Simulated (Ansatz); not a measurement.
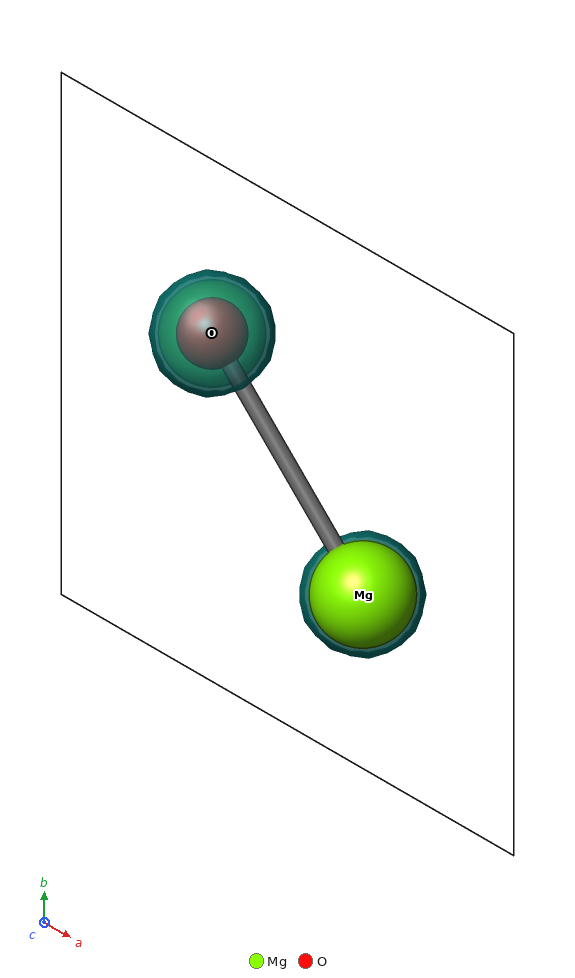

Figure 1: MgO. Density of the Kohn–Sham states from −0.6 to 0.0 eV about the valence-band maximum (the top of the valence band), scaled to one electron a cell: teal surface at 0.2 1/Å³, in the conventional cell seen along the c axis.

Space group P6_3/mmc. This isn't the usual form at ambient conditions. The cell comes from a database of computed structures, not from a measurement.

Method: DFT r2SCAN, scalar-relativistic, plane waves, PAW (Ansatz 0.2.0).

In a PAW calculation such maps are meaningful between the atoms, not at the nuclei.

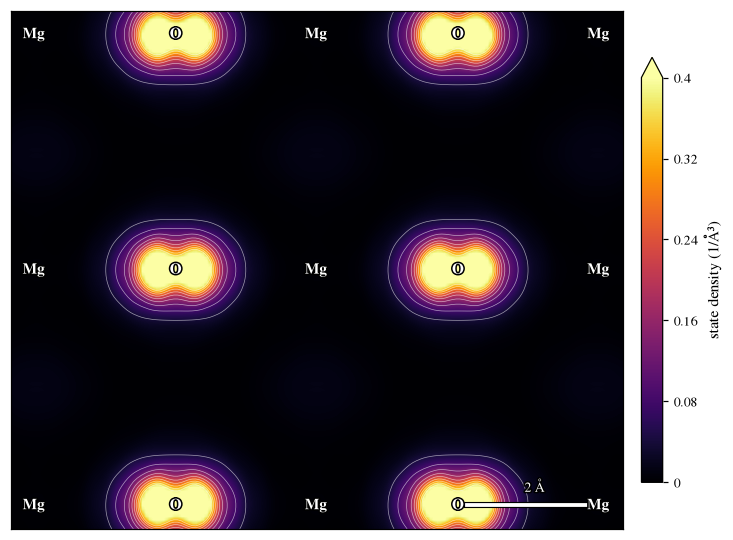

Also shown: a map on the (11̄0) plane of the conventional cell.

Q: Describe these states.

A: Löwdin projections on the PAW files' atomic orbitals give O 2p (over 95 %).
- In space (atomic cells sized by Bader volumes) the density divides as O over 95 % and Mg little.
- It nearly vanishes midway along the shortest Mg–Mg contact.
- Little of the density lies between the atoms' surroundings.
